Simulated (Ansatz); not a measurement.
Geometry relaxation of TiSi5 (part 2 of 2)

The same run, continued: TiSi5 (P-6m2, 6 atoms in the cell); DFT PBE, scalar-relativistic, plane waves, PAW, no spin polarisation (Ansatz 0.2.0); cutoff 420 eV, 12×12×8 k-mesh, Gaussian smearing of 0.1 eV. The structure derives from a Materials Project entry. It belongs to a series of runs on one base structure; here: 5 of 6 Ti sites taken by Si, cell and atoms relaxed.

Geometry of the input (Å; fractional positions):
```
2.2259  -3.8554  0.0000
-4.4518  0.0000  0.0000
0.0000  0.0000  -5.2923
Si 0.0000  1.0000  0.5000
Si 0.0000  1.0000  0.0000
Si 0.3333  0.6667  0.2500
Si 0.3333  0.6667  0.7500
Ti 0.6667  0.3333  0.2500
Si 0.6667  0.3333  0.7500
```

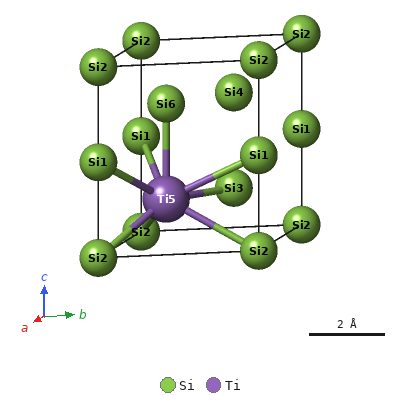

*The geometry at step 2 of the log (ball-and-stick view of the cell of the calculation, seen slightly off an axis; atoms are numbered from 1 in the order of the input).*

**Log, continued**
```
SCF iter   1: F=—  HF=-5676.965358 eV  |F-HF|=—  |Δ(HF+E_count)|=         —  Δρ=4.11e-4  dr2=3.20e-4  ethr=9.65e-7  ⟨swp⟩=2.4  Hψ=11769  notcnv=0
preconditioner: auto → Kerker (q_TF=auto, 2.297 Å⁻¹)  [metal: Δε(μ)=0.008 eV  Ē_g=6.535 eV  σ=0.100 eV  W_gap=0.05  n_scr=20 (ndim 8)  ℏωp=19.2 eV  f_vac=0.000  D(μ)=5.56/eV (n_scr^D=58)]
SCF iter   2: F=—  HF=-5676.965329 eV  |F-HF|=—  |Δ(HF+E_count)|=   2.90e-5  Δρ=1.77e-4  dr2=5.87e-5  ethr=9.65e-7  ⟨swp⟩=1.0  Hψ=2090  notcnv=0
SCF iter   3: F=—  HF=-5676.965310 eV  |F-HF|=—  |Δ(HF+E_count)|=   1.86e-5  Δρ=3.27e-5  dr2=1.29e-6  ethr=1.83e-7  ⟨swp⟩=1.0  Hψ=2090  notcnv=0
iter 4 did not close the SCF: its close was put off for the readings that it lacked (scf_convergence_deferred on its scf_iter line)
SCF iter   4: F=-5676.965310 eV  HF=-5676.965310 eV  |F-HF|=1.91e-8  |Δ(HF+E_count)|=   3.66e-7  Δρ=6.77e-6  dr2=3.91e-8  ethr=4.02e-9  ⟨swp⟩=2.2  Hψ=3231  notcnv=0
iter 5 did not close the SCF: its close was put off for the readings that it lacked (scf_convergence_deferred on its scf_iter line)
SCF iter   5: F=-5676.965310 eV  HF=-5676.965310 eV  |F-HF|=1.23e-10  |Δ(HF+E_count)|=   1.96e-9  Δρ=8.32e-7  dr2=4.62e-10  ethr=1.22e-10  ⟨swp⟩=2.5  Hψ=3429  notcnv=0
SCF iter   6: F=-5676.965310 eV  HF=-5676.965310 eV  |F-HF|=9.09e-12  |Δ(HF+E_count)|=  5.28e-11  Δρ=1.43e-7  dr2=1.91e-11  ethr=1.44e-12  ⟨swp⟩=1.0  Hψ=6154  notcnv=0
SCF 4 converged in 6 iterations: F = -5676.965310 eV  dr2 = 1.91e-11
relax step   4: F+E_penalty+E_count = -5676.96531011 eV  Δ(F+E_penalty+E_count) = -1.642e-4 eV  max|allowed force component| = 1.338e-4 eV/Å  Δτ_max = 0.0005 Å  P = +0.041 GPa  Ω = 89.941 Å³  energy of the carried Pulay correction = +1.459e-4 eV  (6 SCF iters, dr2 threshold 1.06e-7 eV, accepted)
Initial wavefunctions: pseudopotential atomic-orbital guess (no wavefunctions were taken with the density)
iter 1 solved again at ethr=1.12e-6 eV; its pass at ethr=3.10e-3 eV (dr2=3.60e-4 eV) is discarded
SCF iter   1: F=—  HF=-5676.965224 eV  |F-HF|=—  |Δ(HF+E_count)|=         —  Δρ=4.03e-5  dr2=6.35e-8  ethr=1.12e-6  ⟨swp⟩=2.2  Hψ=15487  notcnv=0
eigensolver tolerance schedule: the retry pair's looser diagonalisation over-reported the residual by 5656.48 of it (diagonalisation noise at an unbounded share of the residual, at the tolerance the schedule requests for it); recorded, not acted on — ethr = c·dr2/N_el stays at c = 1.0e-1
preconditioner: auto → Kerker (q_TF=auto, 2.297 Å⁻¹)  [metal: Δε(μ)=0.010 eV  Ē_g=6.536 eV  σ=0.100 eV  W_gap=0.05  n_scr=20 (ndim 8)  ℏωp=19.2 eV  f_vac=0.000  D(μ)=5.55/eV (n_scr^D=58)]
SCF iter   2: F=—  HF=-5676.965226 eV  |F-HF|=—  |Δ(HF+E_count)|=   1.78e-6  Δρ=2.04e-5  dr2=1.59e-8  ethr=1.99e-10  ⟨swp⟩=2.3  Hψ=3719  notcnv=0
iter 3 did not close the SCF: its close was put off for the readings that it lacked (scf_convergence_deferred on its scf_iter line)
SCF iter   3: F=-5676.965227 eV  HF=-5676.965227 eV  |F-HF|=1.72e-8  |Δ(HF+E_count)|=   7.18e-7  Δρ=3.23e-6  dr2=4.63e-10  ethr=4.97e-11  ⟨swp⟩=2.3  Hψ=3627  notcnv=0
iter 4 did not close the SCF: its close was put off for the readings that it lacked (scf_convergence_deferred on its scf_iter line)
SCF iter   4: F=-5676.965227 eV  HF=-5676.965227 eV  |F-HF|=2.36e-11  |Δ(HF+E_count)|=   1.72e-8  Δρ=2.26e-7  dr2=4.60e-11  ethr=1.45e-12  ⟨swp⟩=2.1  Hψ=3458  notcnv=0
iter 5 did not close the SCF: its close was put off for the readings that it lacked (scf_convergence_deferred on its scf_iter line)
SCF iter   5: F=-5676.965227 eV  HF=-5676.965227 eV  |F-HF|=3.64e-12  |Δ(HF+E_count)|=  5.46e-12  Δρ=7.22e-8  dr2=5.70e-12  ethr=1.00e-12  ⟨swp⟩=1.0  Hψ=2090  notcnv=0
iter 6 did not close the SCF: its close was put off for the readings that it lacked (scf_convergence_deferred on its scf_iter line)
SCF iter   6: F=-5676.965227 eV  HF=-5676.965227 eV  |F-HF|=1.82e-12  |Δ(HF+E_count)|=  1.82e-12  Δρ=2.08e-8  dr2=5.28e-13  ethr=1.00e-12  ⟨swp⟩=1.0  Hψ=2090  notcnv=0
SCF iter   7: F=-5676.965227 eV  HF=-5676.965227 eV  |F-HF|=0.00e0  |Δ(HF+E_count)|=  1.82e-12  Δρ=4.50e-9  dr2=1.86e-14  ethr=1.00e-12  ⟨swp⟩=1.0  Hψ=4560  notcnv=0
SCF 5 converged in 7 iterations: F = -5676.965227 eV  dr2 = 1.86e-14
relax step   5: F+E_penalty+E_count = -5676.96522661 eV  Δ(F+E_penalty+E_count) = +8.351e-5 eV  max|allowed force component| = 1.182e-4 eV/Å  Δτ_max = 0.0000 Å  P = +0.040 GPa  Ω = 89.941 Å³  stress off target by 4.08e-2 GPa  SCF on the basis re-selected at this cell (its energy is not comparable with the rows above)  (7 SCF iters)
basis re-selected at this cell: Δ(F+E_penalty+E_count) = +8.351e-5 eV, ΔP = -0.002 GPa vs the last step (what re-selecting the basis moved, of the pressure what is left beyond the Pulay correction that the steps carried, after the strain that the cell walked since its last selection, with what the two solves' SCF thresholds leave and, on support functions, any second-order correction that the steps lacked; it is no measure of the basis error at this ecutwfc). This SCF's stress stands 4.08e-2 GPa from its target on what of the cell is left free (relax.cell.stress_tol is 1.50e-1 GPa) and its largest allowed force component is 1.18e-4 eV/Å (relax.f_tol is 1.50e-2 eV/Å): within both
SCF converged after 7 iterations
Free energy (F): -5676.965227 eV
Harris-Foulkes:  -5676.965227 eV  (|F-HF|=0.00e0)
Internal energy: -5676.937470 eV  (E = F + TS)
E sigma→0 (E₀):  -5676.951348 eV
Entropy (-TS):   -0.027757 eV (-4.626 meV/atom)
Fermi energy:    10.956347 eV
--- Per-component energies (eV) ---
  E_band       = -75.046326
  E_kinetic    = 477.991696
  E_local      = -1190.677970  (includes V_loc(G=0)·N_el)
  E_nonlocal   = 136.171427
  E_hartree    = 522.029714
  E_xc         = -377.617164
  E_vxc        = -361.195612  (∫ρ·V_xc dr)
  E_paw        = -3609.094242  (= ΣΔE_a)
  E_vpaw       = -181.395468  (= ΣTr[D̂ρ^β])
  E_aug_tail   = 0.000178  (compensation charges beyond the density's cutoff)
  E_ewald      = -1635.741108
  E_smearing   = -0.027757  (= −TS)
  E_closure    = 0.000000  (closes the sum)
  Σ components = -5676.965227   (vs F -5676.965227, Δ=0.00e0)
--- Forces (eV/Å), atoms counted from 1 ---
  atom   1  Si     0.00000000     0.00000000     0.00011816
  atom   2  Si     0.00000000     0.00000000    -0.00011816
  atom   3  Si    -0.00000000    -0.00000000     0.00000000
  atom   4  Si     0.00000000     0.00000000     0.00000000
  atom   5  Ti    -0.00000000     0.00000000     0.00000000
  atom   6  Si    -0.00000000     0.00000000     0.00000000
  max |Σ_I F_I| component: 1.85e-16 eV/Å
--- Stress (GPa, compression-positive) ---
        0.039042       0.000000       0.000000
        0.000000       0.039042       0.000000
        0.000000       0.000000       0.040817
  P = ⅓ Tr σ = 0.0396 GPa (0.396 kbar)
--- Band table (eV; the first three rows and the last of 95) ---
  k-point 0: bands = ["-45.5576", "-21.9073", "-21.8573", "-21.8573", "-2.3211", "2.6247", "3.5182", "5.7692", "6.4986", "6.4986", "7.6084", "7.8050", "7.8050", "10.5297", "10.5297", "10.6009", "10.6009", "10.7311", "10.8691", "12.5073", "12.5073", "12.8491"]
  k-point 1: bands = ["-45.5576", "-21.9076", "-21.8573", "-21.8573", "-2.2423", "1.8637", "4.3603", "5.8512", "6.5731", "6.5731", "7.7458", "7.7839", "7.7839", "9.6788", "10.0272", "10.0272", "10.7337", "10.7337", "11.5886", "12.2768", "12.9100", "12.9100"]
  k-point 2: bands = ["-45.5576", "-21.9083", "-21.8573", "-21.8573", "-2.0140", "0.9075", "5.5402", "6.0962", "6.7935", "6.7935", "7.7349", "7.7349", "8.1111", "8.6835", "9.2355", "9.2355", "10.6508", "10.9253", "10.9253", "13.2166", "13.2166", "13.4106"]
  k-point 94: bands = ["-45.5572", "-21.9081", "-21.8638", "-21.8632", "1.4475", "1.4608", "2.0516", "2.1326", "2.2466", "5.3112", "9.3299", "10.2131", "10.3015", "10.6037", "10.6165", "10.9471", "11.0628", "11.1677", "12.2372", "12.5102", "14.6138", "14.6365"]
--- Relaxed structure (4 steps of the walk, 4 accepted, 1 SCFs on fresh bases) ---
  F+E_penalty+E_count = -5676.96522661 eV   max|allowed force component| = 1.182e-4 eV/Å   (the final SCF, on the basis selected at the relaxed cell)
  cell:  # Å, volume = 89.9413 Å³
    - [2.2405178626756928, -3.8806907734780416, 0.0]
    - [-4.481035725401713, 2.905693473710706e-11, 0.0]
    - [0.0, 0.0, -5.172154900331472]
  atoms:
    - { symbol: Si, position: [1.6155871338926322e-27, 1.0, 0.5010464755423477] }
    - { symbol: Si, position: [1.6155871338926322e-27, 1.0, -0.0010464755423476937] }
    - { symbol: Si, position: [0.3333333333333333, 0.6666666666666667, 0.25] }
    - { symbol: Si, position: [0.3333333333333333, 0.6666666666666667, 0.75] }
    - { symbol: Ti, position: [0.6666666666666666, 0.33333333333333337, 0.25] }
    - { symbol: Si, position: [0.6666666666666666, 0.33333333333333337, 0.75] }
```

**Trajectory as extended XYZ (Å, eV, eV/Å), 5 frames, from step=1 to step=5**
```
6
Lattice="2.2259 -3.8554 0.0000 -4.4518 0.0000 0.0000 0.0000 0.0000 -5.2923" Properties=species:S:1:pos:R:3:forces:R:3 step=1 energy=-5676.93282 pressure_GPa=-1.00
Si   -4.4518    0.0000   -2.6461    0.0000   0.0000  -0.0501
Si   -4.4518    0.0000    0.0000    0.0000   0.0000   0.0501
Si   -2.2259   -1.2851   -1.3231    0.0000   0.0000   0.0000
Si   -2.2259   -1.2851   -3.9692    0.0000   0.0000   0.0000
Ti    0.0000   -2.5703   -1.3231    0.0000   0.0000   0.0000
Si    0.0000   -2.5703   -3.9692    0.0000   0.0000   0.0000
6
Lattice="2.2343 -3.8699 0.0000 -4.4686 0.0000 0.0000 0.0000 0.0000 -5.2030" Properties=species:S:1:pos:R:3:forces:R:3 step=2 energy=-5676.96268 pressure_GPa=-0.06
Si   -4.4686    0.0000   -2.6050    0.0000   0.0000  -0.0215
Si   -4.4686    0.0000    0.0034    0.0000   0.0000   0.0215
Si   -2.2343   -1.2900   -1.3008    0.0000   0.0000   0.0000
Si   -2.2343   -1.2900   -3.9023    0.0000   0.0000   0.0000
Ti    0.0000   -2.5800   -1.3008    0.0000   0.0000   0.0000
Si    0.0000   -2.5800   -3.9023    0.0000   0.0000   0.0000
6
Lattice="2.2431 -3.8851 0.0000 -4.4861 0.0000 0.0000 0.0000 0.0000 -5.1687" Properties=species:S:1:pos:R:3:forces:R:3 step=3 energy=-5676.96515 pressure_GPa=-0.10
Si   -4.4861    0.0000   -2.5902    0.0000   0.0000   0.0054
Si   -4.4861    0.0000    0.0059    0.0000   0.0000  -0.0054
Si   -2.2431   -1.2950   -1.2922    0.0000   0.0000   0.0000
Si   -2.2431   -1.2950   -3.8765    0.0000   0.0000   0.0000
Ti    0.0000   -2.5901   -1.2922    0.0000   0.0000   0.0000
Si    0.0000   -2.5901   -3.8765    0.0000   0.0000   0.0000
6
Lattice="2.2405 -3.8807 0.0000 -4.4810 0.0000 0.0000 0.0000 0.0000 -5.1722" Properties=species:S:1:pos:R:3:forces:R:3 step=4 energy=-5676.96531 pressure_GPa=0.04
Si   -4.4810    0.0000   -2.5915    0.0000   0.0000   0.0001
Si   -4.4810    0.0000    0.0054    0.0000   0.0000  -0.0001
Si   -2.2405   -1.2936   -1.2930    0.0000   0.0000   0.0000
Si   -2.2405   -1.2936   -3.8791    0.0000   0.0000   0.0000
Ti    0.0000   -2.5871   -1.2930    0.0000   0.0000   0.0000
Si    0.0000   -2.5871   -3.8791    0.0000   0.0000   0.0000
6
Lattice="2.2405 -3.8807 0.0000 -4.4810 0.0000 0.0000 0.0000 0.0000 -5.1722" Properties=species:S:1:pos:R:3:forces:R:3 step=5 energy=-5676.96523 pressure_GPa=0.04
Si   -4.4810    0.0000   -2.5915    0.0000   0.0000   0.0001
Si   -4.4810    0.0000    0.0054    0.0000   0.0000  -0.0001
Si   -2.2405   -1.2936   -1.2930    0.0000   0.0000   0.0000
Si   -2.2405   -1.2936   -3.8791    0.0000   0.0000   0.0000
Ti    0.0000   -2.5871   -1.2930    0.0000   0.0000   0.0000
Si    0.0000   -2.5871   -3.8791    0.0000   0.0000   0.0000
```

**Summary**

- outcome: converged
- space group (tolerance 0.01 Å): P-6m2 (187)
- electrons treated: 32
- free energy: −5676.9652 eV
- Fermi energy: 10.956 eV
- gap on the k-point mesh: none (metallic)
- pressure: 0.04 GPa
- final volume: 89.94 Å³
- largest force (length of the vector) at the end: under 0.001 eV/Å
- final cell: a = 4.481 Å, b = 4.481 Å, c = 5.172 Å, α = 90.00°, β = 90.00°, γ = 120.00°
- hardware: 1 thread of Intel Xeon (Granite Rapids), 128 GiB of memory available, shared host
- wall time: 46 s
- peak memory: 0.49 GiB
